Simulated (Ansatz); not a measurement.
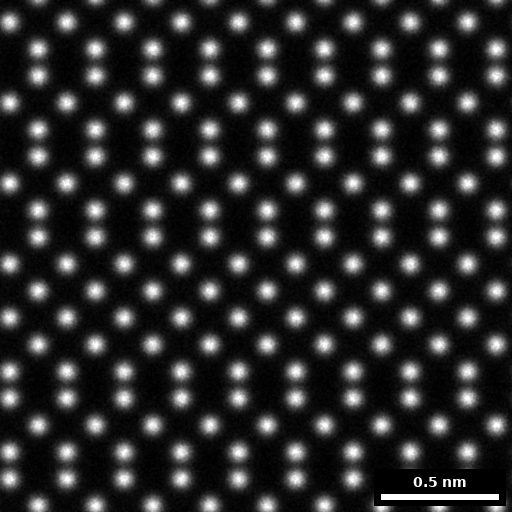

Dark-field STEM-like image of Co (P6/mmm, No. 191) along [100]. Simulated incoherent Z contrast: every atom adds Z^1.7 spread by a probe of 0.60 Å full width; channelling and multiple scattering are left out. The probe carries 25 % of its weight in a tail 2.5 times as wide. Shot noise was added.

One planar defect was built into the perfect crystal by geometry alone, without relaxation. Host structure: coordinates from a relaxation with Ansatz 0.2.0, DFT, RPBE, plane waves (420 eV) with PAW, scalar-relativistic; the starting structure was generated, so it need not be a known form of this composition.

Find the planar defect and say what kind it is.

A planar fault (a stacking fault) runs horizontally about 13 Å below the top edge. The part above it is shifted along the boundary by 1/2 of the 2.46 Å repeat of the rows (1.2 Å to the right, the same as to the left); both parts keep the same orientation.
